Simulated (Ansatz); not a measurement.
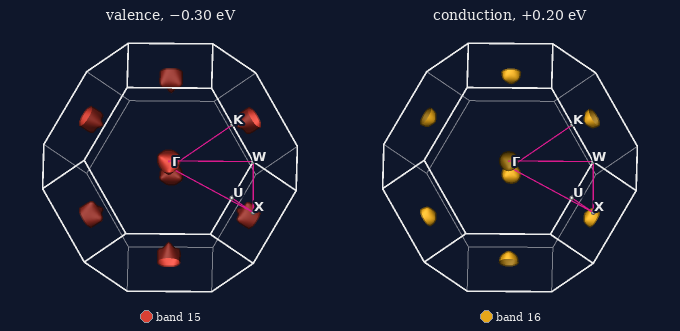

PbSe (space group Fm-3m, No. 225): constant-energy surfaces at both band edges (energies from each edge).

All numbers here come from DFT PBE, scalar-relativistic, plane waves, PAW; levels and slopes on a dense k mesh at the converged density (Ansatz 0.2.0). No spin polarisation. k mesh for the levels: 34×34×34. The geometry was not relaxed.

Masses come from a second pass at points close to the extrema; at the energies drawn a band may no longer be parabolic.

### What kind of gap has this crystal, and what size does the calculation give?

The gap is direct, 0.29 eV at this level of theory (semilocal functionals give gaps that are too small, and can reorder valleys that lie close).

### Give the valleys and their effective masses.

Valence band (extrema up to 0.30 eV from the edge): four equivalent maxima at L, principal masses 0.10, 0.10 and 0.12 mₑ. Band 15 forms the valence edge.
Conduction band (extrema up to 0.20 eV from the edge): four equivalent minima at L, principal masses 0.11, 0.12 and 0.12 mₑ. Band 16 forms the conduction edge.

Spin-orbit coupling, left out here, can change the gap, its kind, the place of the band edges and the masses, since the compound holds Pb and Se.

Time for the whole run: 53 s on 1 thread of Intel(R) Xeon(R) Platinum 8259CL CPU @ 2.50GHz (Skylake/Cascade Lake) (shared host), peak memory 0.88 GiB.
